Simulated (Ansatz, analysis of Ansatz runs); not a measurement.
# NV- centre in 3C-SiC: hyperfine coupling, HSE06 on PBE structures, part 2 of 2

Subject: NV- centre in 3C-SiC. Wanted: its hyperfine coupling, in one set-up (HSE06 on PBE structures, 64-site cell, PBE lattice, 420 eV, k: 2x2x2 shifted 0.5 0.5 0.5 then the zone centre alone). The model is a cell of 64 host atoms with 1 site emptied and N put on another atom's site. The isotropic coupling follows from the spin density at the nucleus, the nuclear g-factor and the total spin. Exact exchange opens the gap, stiffens bonds and lessens the self-interaction error, at many times the cost.

Ansatz 0.2.0; HSE06 on PBE structures, 64-site cell, PBE lattice, 420 eV, k: 2x2x2 shifted 0.5 0.5 0.5 then the zone centre alone.

So far: The starting structure; Relaxation, charge −1.

### Step 2. Relaxation, charge −1 (continued)

Level of this step: plane-wave PAW DFT, PBE; relaxation of all atoms of a defect supercell (Ansatz).

The steps of the relaxation:

| step | energy less that of the first step (eV) | largest force component (eV/Å) |
| --- | --- | --- |
| 1 | 0.0000 | 1.6480 |
| 2 | -0.9772 | 0.9286 |
| 3 | -1.3034 | 0.2536 |
| 4 | -1.3024 | 0.2057 |
| 5 | -1.3126 | 0.0064 |

Relaxation step 4 was tried and not accepted.

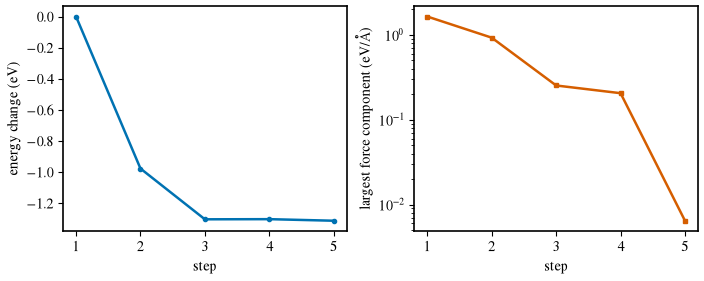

Energy and largest force along the relaxation.

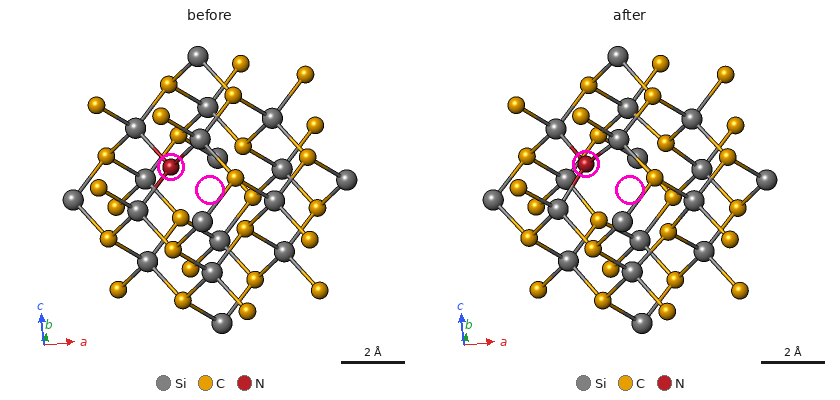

Before and after: the atoms that start within 5 Å of the centre. N16, which moves most, is ringed if it is among them. A ring with no atom in it marks the empty centre.

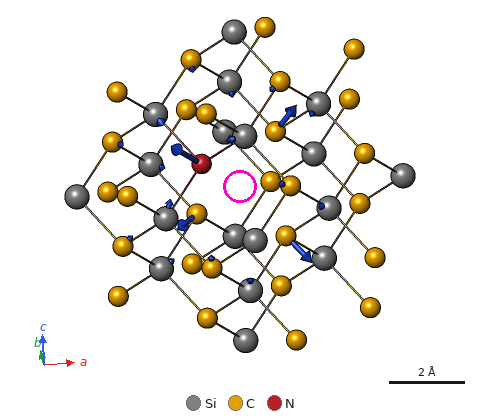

Displacements in the relaxation from the typed sites near the centre, exaggerated; the longest in the cell stands for 0.24 Å. A ring marks the centre wherever it is empty.

The atoms that moved most (Å, from the sites as typed, ahead of the random displacement):

| atom | dx | dy | dz | length |
| --- | --- | --- | --- | --- |
| N16 | -0.139 | 0.139 | 0.139 | 0.240 |
| C38 | 0.094 | -0.094 | 0.071 | 0.150 |
| C60 | 0.093 | 0.070 | -0.093 | 0.150 |
| C23 | -0.070 | -0.093 | -0.093 | 0.149 |
| Si12 | 0.014 | 0.047 | -0.014 | 0.051 |
| Si42 | -0.046 | -0.014 | -0.014 | 0.051 |
| Si27 | 0.014 | -0.014 | 0.046 | 0.051 |
| C45 | -0.022 | -0.001 | -0.022 | 0.031 |

The atoms nearest to the centre after the run:

| atom | distance (Å) |
| --- | --- |
| C23 | 2.044 |
| C60 | 2.045 |
| C38 | 2.046 |
| N16 | 2.138 |
| Si28 | 3.067 |
| Si19 | 3.067 |
| Si57 | 3.067 |
| Si34 | 3.068 |
| Si58 | 3.068 |
| Si44 | 3.068 |
| Si27 | 3.078 |
| Si12 | 3.078 |
| Si42 | 3.079 |
| Si50 | 3.085 |
| Si59 | 3.085 |
| Si51 | 3.086 |

Read from the output:

```
free energy                           : -27872.0409 eV
total moment                          : 2 μB
integral of the absolute spin density : 2.145 μB
spin contamination                    : 0.01180
```

The relaxation ends 21 meV an atom lower than the displaced start, with a largest force component of 0.0064 eV/Å.

### Step 3. Contact spin densities

The relaxed structure is kept, and the final numbers are taken at the final level and k-points.

This step: plane-wave PAW DFT, HSE06; single point of a defect supercell on the structure relaxed with PBE.

File point/input.yaml:

```yaml
crystal:
  lattice:
    - [8.7594568, 0.0, 0.0]
    - [0.0, 0.0, -8.7594568]
    - [0.0, 8.7594568, 0.0]
  atoms:
    - { symbol: Si, position: [-0.000106, -0.000220511, 0.00018292] }
    - { symbol: Si, position: [0.000312632, 0.250323231, 0.251322195] }
    - { symbol: Si, position: [0.250433508, 0.000176907, 0.251323935] }
    - { symbol: Si, position: [0.249851778, 0.249727918, 0.000510261] }
    - { symbol: C, position: [0.124938294, 0.124833513, 0.12577893] }
    - { symbol: C, position: [0.127446746, 0.374982037, 0.377659282] }
    - { symbol: C, position: [0.375092954, 0.127331375, 0.377648861] }
    - { symbol: C, position: [0.374834075, 0.374723387, 0.124723364] }
    - { symbol: Si, position: [0.000239252, 0.000103563, 0.500244896] }
    - { symbol: Si, position: [-0.000431616, 0.24973128, 0.750229054] }
    - { symbol: Si, position: [0.249850713, -0.000564814, 0.750228911] }
    - { symbol: Si, position: [0.251599791, 0.251499568, 0.505406309] }
    - { symbol: C, position: [0.124264091, 0.124147674, 0.625412703] }
    - { symbol: C, position: [0.12426488, 0.374551217, 0.875803586] }
    - { symbol: C, position: [0.374662108, 0.124155249, 0.875821899] }
    - { symbol: "N", position: [0.359170044, 0.35903023, 0.640915223] }
    - { symbol: Si, position: [0.000238351, 0.499727443, -0.000148864] }
    - { symbol: Si, position: [0.001179193, 0.749939717, 0.250031292] }
    - { symbol: Si, position: [0.252881929, 0.500257675, 0.251974622] }
    - { symbol: Si, position: [0.250439529, 0.748646761, -0.000221209] }
    - { symbol: C, position: [0.124965239, 0.624069058, 0.124453549] }
    - { symbol: C, position: [0.124967848, 0.87550972, 0.375886867] }
    - { symbol: C, position: [0.366967843, 0.635518515, 0.36445265] }
    - { symbol: C, position: [0.375539805, 0.875830179, 0.124118895] }
    - { symbol: Si, position: [5.0067e-05, 0.49997231, 0.499997588] }
    - { symbol: Si, position: [0.000302209, 0.748644492, 0.749644913] }
    - { symbol: Si, position: [0.251604261, 0.494573, 0.748475503] }
    - { symbol: Si, position: [0.25289444, 0.747985079, 0.499723997] }
    - { symbol: C, position: [0.127445753, 0.622320846, 0.624983649] }
    - { symbol: C, position: [0.124944598, 0.874189129, 0.875137649] }
    - { symbol: C, position: [0.375095638, 0.622308489, 0.87262172] }
    - { symbol: C, position: [0.374827748, 0.875255074, 0.62524517] }
    - { symbol: Si, position: [0.499844037, 0.000112032, -0.000140136] }
    - { symbol: Si, position: [0.500319849, 0.252741068, 0.251952819] }
    - { symbol: Si, position: [0.75007067, 0.00106001, 0.250018583] }
    - { symbol: Si, position: [0.748758379, 0.250328611, -0.000228014] }
    - { symbol: C, position: [0.624197786, 0.124842023, 0.124443185] }
    - { symbol: C, position: [0.635696131, 0.366771494, 0.364384563] }
    - { symbol: C, position: [0.875624334, 0.124852865, 0.375893652] }
    - { symbol: C, position: [0.875956908, 0.375424627, 0.124125625] }
    - { symbol: Si, position: [0.500090934, -5.7925e-05, 0.499994017] }
    - { symbol: Si, position: [0.494684606, 0.251493322, 0.748479295] }
    - { symbol: Si, position: [0.748771733, 0.000178429, 0.749645544] }
    - { symbol: Si, position: [0.748137916, 0.25273214, 0.49976146] }
    - { symbol: C, position: [0.622417739, 0.127339252, 0.624991341] }
    - { symbol: C, position: [0.622425727, 0.374979434, 0.872631139] }
    - { symbol: C, position: [0.874305838, 0.124827636, 0.875134344] }
    - { symbol: C, position: [0.875347677, 0.374729983, 0.625249758] }
    - { symbol: Si, position: [0.500083313, 0.499980805, 3.2728e-05] }
    - { symbol: Si, position: [0.500785942, 0.749027628, 0.250965487] }
    - { symbol: Si, position: [0.749155987, 0.500696231, 0.250921963] }
    - { symbol: Si, position: [0.750058547, 0.749953712, -0.001093861] }
    - { symbol: C, position: [0.625633567, 0.625523937, 0.123907023] }
    - { symbol: C, position: [0.625635647, 0.876064065, 0.374449211] }
    - { symbol: C, position: [0.876174173, 0.625527779, 0.374447286] }
    - { symbol: C, position: [0.875138936, 0.875028283, 0.124939599] }
    - { symbol: Si, position: [0.500357128, 0.748007553, 0.747207949] }
    - { symbol: Si, position: [0.748102112, 0.500235162, 0.747216651] }
    - { symbol: Si, position: [0.749120386, 0.749013959, 0.49928943] }
    - { symbol: C, position: [0.635639981, 0.635536523, 0.633131339] }
    - { symbol: C, position: [0.62418137, 0.875503833, 0.875103229] }
    - { symbol: C, position: [0.875620835, 0.624072138, 0.875114487] }
    - { symbol: C, position: [0.875949323, 0.875839936, 0.624540802] }
total_charge: -1
basis:
  ecutwfc: 420
  xc_grid: 2
hamiltonian:
  xc: hse06
kpoints:
  mp_grid: { grid: [1, 1, 1] }
magnetization:
  spin_polarized: true
  initial_magnetization: 2
  spin_locking: { lock_magnetization: hard }
scf:
  occupations: { method: fermi_dirac, width: 0.01 }
  max_iter: 120
output:
  forces: true
  efg: {}
  eigenvalues: true
checkpoint:
  read: "../relax.run"
```

Started as:

```sh
> ansatz run input.yaml --threads 2 --pin off --max-ram 3768MiB --backend cpu --events-out ev --progress --plain --runs-dir out
```

Numbers of over 12 decimals in the logs are rounded to 6 here.

What it wrote:

```text
[...]
Warning: at least one further symmetry operation maps every atom of the structure, as the run holds it, onto an atom to within 3.05e-5 (fractional), and is not used: no operation is sought that the atoms, as the run holds them, miss by more than 2.00e-5, [...]
Warning: checkpoint.read: hamiltonian.xc differs: saved pbe, current hse06; the SCF iterates under this deck's functional from the saved state
exact exchange: scf.exx.singularity resolves to wigner_seitz, which cuts the screened interaction at the faces of the exchange supercell's Wigner-Seitz cell, so that each pair interacts once, at the shortest of its separations (the periodic images that this [...]
[...]
Crystal: 63 atoms, lattice volume = 672.096 Å³
Basis set: ecut = 420 eV, 13205 PW (Γ), exchange–correlation on 120×120×120 points (8 copies of the dense FFT grid, shifted against one another)
[...]
atom  23  C  V_zz =    +2.159065   η = 0.0815   by run symmetry: allowed
[...]
atom  27  Si V_zz =    +1.758787   η = 0.3856   by run symmetry: allowed
[...]
atom  29  C  V_zz =    +0.335631   η = 0.1851   by run symmetry: allowed
[...]
atom  31  C  V_zz =    +0.335531   η = 0.1853   by run symmetry: allowed
[...]
atom  38  C  V_zz =    +2.169947   η = 0.0807   by run symmetry: allowed
[...]
atom  42  Si V_zz =    +1.754041   η = 0.3867   by run symmetry: allowed
[...]
atom  60  C  V_zz =    +2.162333   η = 0.0815   by run symmetry: allowed
[...]
--- Band table (eV) ---
[...]
[key lines of the parts left out:]
Magnetization: 2.0000 μB (128.0000 up, 126.0000 down)
Free energy (F): -27887.862884 eV
Fermi energy:    9.919382 (↑ 9.768530, ↓ 9.924940) eV
```

The job ended after 2.4 min (2 threads of AMD EPYC 9R14 (Zen 4), shared host; peak memory 1.8 GiB; 4.7 min of CPU time).

Reading the cycles: dr2 is the Hartree energy of the density residual (eV), the measure of convergence; HF is the Harris–Foulkes estimate of the energy, which meets the free energy F at convergence.

Read from the output:

```
free energy                           : -27887.8629 eV
total moment                          : 2 μB
integral of the absolute spin density : 2.296 μB
spin contamination                    : 0.02490
```

The largest moments in the atoms' spheres: C38 0.32, C60 0.32, C23 0.32, C39 0.03, C37 0.03, C62 0.03 μB.

Isotropic hyperfine couplings from the contact spin densities (Fermi contact term with core polarisation, no dipolar part), the largest:

| atom | isotope | distance from the centre (Å) | contact spin density (e/Å³) | A (MHz) |
| --- | --- | --- | --- | --- |
| C23 | 13C | 2.04 | 0.762 | 63.5 |
| C60 | 13C | 2.04 | 0.762 | 63.4 |
| C38 | 13C | 2.05 | 0.760 | 63.3 |
| Si34 | 29Si | 3.07 | -0.210 | 13.8 |
| Si44 | 29Si | 3.07 | -0.210 | 13.8 |
| Si58 | 29Si | 3.07 | -0.209 | 13.8 |
| Si57 | 29Si | 3.07 | -0.209 | 13.8 |
| Si28 | 29Si | 3.07 | -0.209 | 13.8 |
| Si19 | 29Si | 3.07 | -0.209 | 13.8 |
| Si51 | 29Si | 3.09 | -0.200 | 13.2 |

### Step 4. Results

* 14N, isotropic part (sign not measured): -1.5 MHz
* integral of the absolute spin density: 2.30 μB
* time of the whole chain: 5.5 min on 2 threads

In words: 14N, isotropic part (sign not measured): computed -1.5 MHz, measured -1.26 MHz (size measured, sign taken from theory); 0.3 MHz (21 %) larger in size than the measurement. Only the isotropic (Fermi contact) part is computed, with core polarisation; no vibrational averaging. Limits: the zone centre alone is a coarse sampling for this cell; the structure comes from another functional than the final numbers; the periodic copies of the defect are only 8.8 Å apart.

[Logs are printed without paths, hosts, clocks, repeated set-up lines and the standing remarks that a program may print on its own settings, such as how far it seeks lower states.]

[Hosts, paths, dates, database ids (printed as entryN), source tags and the programs' standing remarks are cut or masked in the printed files.]

[For some hosts the program warned that the k-mesh of the response run may be too coarse for force constants and the static dielectric constant; such warnings are not shown here.]
